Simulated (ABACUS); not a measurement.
**A series of single points on CsBr**

System: CsBr (2 atoms in the cell).
Method: Kohn-Sham DFT of a periodic cell, PBE, PseudoDojo NC SR 0.4.1 PBE standard, no spin polarisation (ABACUS 3.10.1).

The 7 runs differ only in the geometry, by an even scaling of the cell at fixed fractional positions. The structure derives from a Materials Project entry.

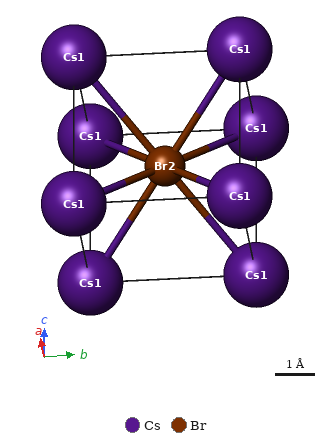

Figure 1. The structure of run 4 (ball-and-stick view of the cell of the calculation, seen at an oblique angle; atoms are numbered from 1 in the order of the input).

### Input of run 4
```
INPUT_PARAMETERS
suffix              CsBr
calculation         scf
basis_type          pw
pseudo_dir          ./
symmetry            1
dft_functional      pbe
ecutwfc             50
pseudo_rcut         10
nspin               1
nbands              12
ks_solver           dav
smearing_method     fd
smearing_sigma      0.00367493
scf_thr             1e-08
scf_nmax            100
mixing_type         broyden
mixing_beta         0.7
cal_force           1
cal_stress          1
kpar                4
```

### File STRU of run 4
```
ATOMIC_SPECIES
Cs 132.9055 Cs.upf
Br 79.9040 Br.upf

LATTICE_CONSTANT
1.8897261246

LATTICE_VECTORS
4.3256222200 0.0000000000 0.0000000000
0.0000000000 4.3256222200 0.0000000000
0.0000000000 0.0000000000 4.3256222200

ATOMIC_POSITIONS
Direct

Cs
0.0
1
0.0000000000 0.0000000000 0.0000000000 1 1 1

Br
0.0
1
0.5000000000 0.5000000000 0.5000000000 1 1 1
```

### File KPT of run 4
```
K_POINTS
0
Gamma
6 6 6 0 0 0
```

Command:
```bash
OMP_NUM_THREADS=1 mpirun -np 4 abacus > log
```

Lattice vectors (Å) and fractional positions of run 4:
```
   4.325622    0.000000    0.000000
   0.000000    4.325622    0.000000
   0.000000    0.000000    4.325622
Cs  0.000000  0.000000  0.000000
Br  0.500000  0.500000  0.500000
```

Run 6 differs from it as follows:
```diff
-4.3256222200 0.0000000000 0.0000000000
-0.0000000000 4.3256222200 0.0000000000
-0.0000000000 0.0000000000 4.3256222200
+4.3825448296 0.0000000000 0.0000000000
+0.0000000000 4.3825448296 0.0000000000
+0.0000000000 0.0000000000 4.3825448296
```

### Results, with one run withheld

| run | volume per atom (Å³) | free energy per atom, from the lowest run given (meV) | pressure (GPa) | gap on the mesh (eV) |
| --- | --- | --- | --- | --- |
| 1 | 38.040 | 19.23 | 1.66 | 4.66 |
| 2 | 38.850 | 11.85 | 1.26 | 4.58 |
| 3 | 39.659 | 6.40 | 0.90 | 4.50 |
| 4 | 40.468 | 2.67 | 0.58 | 4.42 |
| 5 | 41.278 | 0.47 | 0.29 | 4.34 |
| 6 | 42.087 | ? | ? | ? |
| 7 | 42.896 | 0.00 | −0.19 | 4.20 |

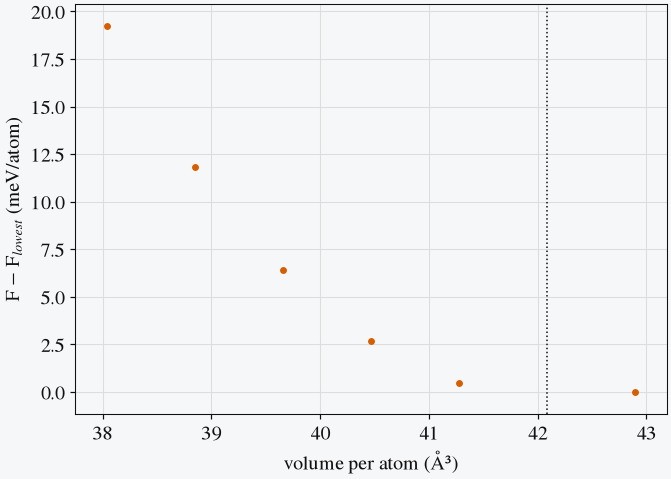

Figure 2. Free energy per atom of the runs given; the dotted line marks run 6.

Fit the runs given and predict run 6.

A cubic polynomial in V^(−2/3) (the Birch–Murnaghan form), fitted to the 6 runs given, misses them by under 0.01 meV per atom. With x = V^(−2/3) − 0.08529 Å⁻², it reads F = 3.9592 + 3103.7 x + 5.6302e+05 x² + 3.3198e+06 x³ (meV per atom). At run 6 it gives −0.37 meV per atom, and the run itself gives −0.37. The slope of the fit gives a pressure −dF/dV of 0.04 GPa there, and the run prints 0.04 GPa. The fit has its minimum at 42.229 Å³ per atom, where V d²F/dV² gives 12.3 GPa: the bulk modulus at this level, since symmetry fixes the shape and the positions. The gap on the mesh goes, without turning, from 4.66 eV in run 1 to 4.20 eV in run 7; run 6 has 4.27 eV. These are gaps of this functional on this mesh, which can miss the band edges; they aren't the measured gap.

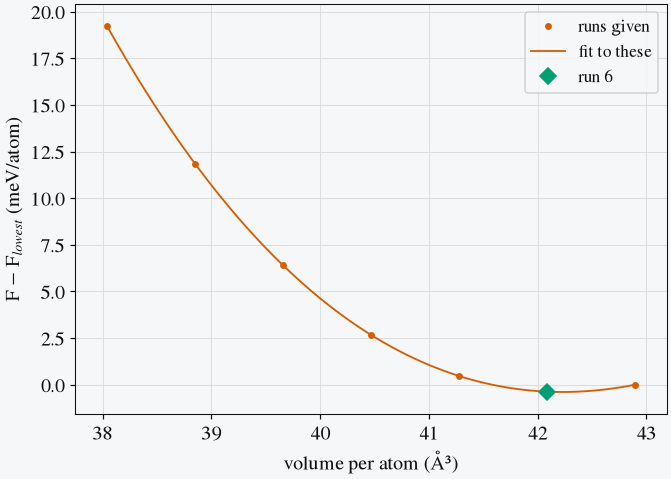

Figure 3. The fit and the withheld run.

### Some lines of the output (run 6)
```
[...]
                          Volume (Bohr^3) = 568.036
                             Volume (A^3) = 84.1741
 E_Fermi        0.3479754796         4.7344492865
 E_Fermi        0.3248942450         4.4204129793
 E_Fermi        0.3227403838         4.3911081950
 E_Fermi        0.3209143693         4.3662639919
 E_Fermi        0.3211463368         4.3694200724
 E_Fermi        0.3211218331         4.3690866825
 E_KS(sigma->0) -78.4798402801       -1067.7730059393
 E_Fermi        0.3211318118         4.3692224502
 final etot is -1067.7730059 eV
 EFERMI = 4.3692224502 eV
 TOTAL-PRESSURE: 0.368425 KBAR
 !FINAL_ETOT_IS -1067.7730059392872590 eV
```
